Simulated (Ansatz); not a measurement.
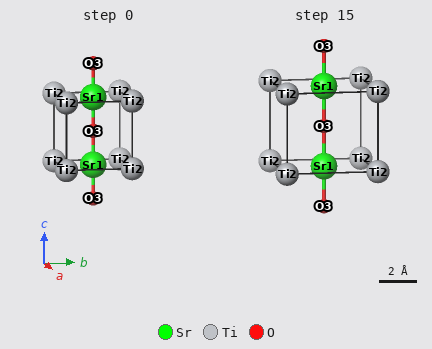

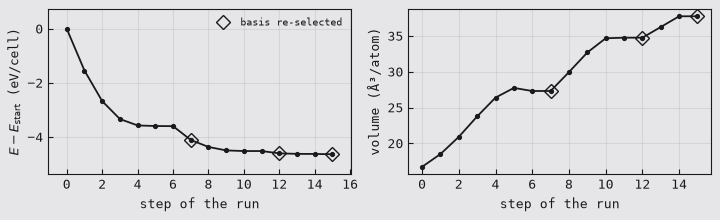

First and last geometry of a relaxation of crystalline SrTiO (a generated structure, set up in P4/mmm) (coarse preliminary run), with the history of the run. Style: ball-and-stick. Shown: the cell of the calculation, slightly off an axis.

Computed with DFT PBE, scalar-relativistic, plane waves, PAW in Ansatz. (plane-wave cutoff 420 eV; k-point mesh 6 × 6 × 6; occupations gaussian; smearing width 0.1 eV; collinear spin; cell and atoms relaxed; force threshold 0.04 eV/Å; at most 70 steps)

### Did the run converge, and what did it change?

It converged. The atoms keep their places relative to the cell (all moves are under 0.005 Å). The drawn cell changes as follows: a = b 3.663 → 5.053 Å (+37.9 %), c 3.739 → 4.435 Å (+18.6 %); the volume changes by +125.7 %. Near-neighbour distances that change, for instance: Sr1–Ti2 2.590 → 3.573 Å, Sr1–O3 1.869 → 2.218 Å. The space group stays P4/mmm (No. 123). After 12 accepted moves (15 points after the start) the energy has fallen by 4.638 eV per cell of the calculation. All forces vanish by symmetry, so only the cell relaxes. The pressure goes from 49.75 to 0.07 GPa. The SCF was repeated 3 times at an unchanged geometry on a basis and grid sized afresh for the cell, which shifted the energy by 0.510 eV per cell of the calculation at most.
